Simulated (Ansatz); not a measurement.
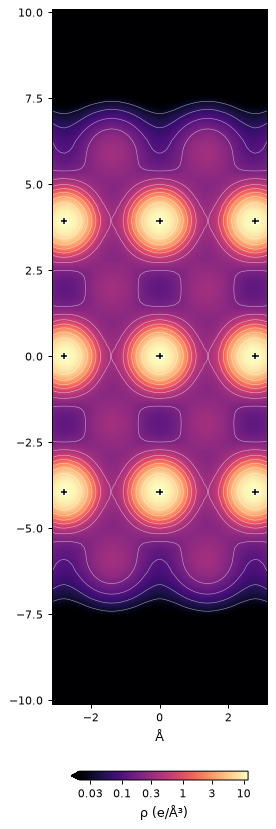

The valence pseudo-density on a plane through atoms (crosses mark nuclei in the plane).

All numbers below come from DFT r2SCAN, scalar-relativistic, plane waves, PAW (Ansatz).

Candidates:
A. Pt (slab), a = 2.79 Å, b = 2.79 Å, c = 26.82 Å, α = 90.00°, β = 90.00°, γ = 90.00°. Not relaxed (largest force 0.3 eV/Å).
B. SrVO3, a = 3.88 Å, b = 3.88 Å, c = 3.88 Å, α = 90.00°, β = 90.00°, γ = 90.00°. Space group Pm-3m; computed pressure about −6 GPa in this cell; spin-polarised.

### Which candidate gave the map?

Candidate A: Pt on the (100) plane of the calculation cell, a cut from vacuum to vacuum, which holds Pt. Pt–Pt (2.79 Å): ρ is about 0.36 e/Å³ halfway.
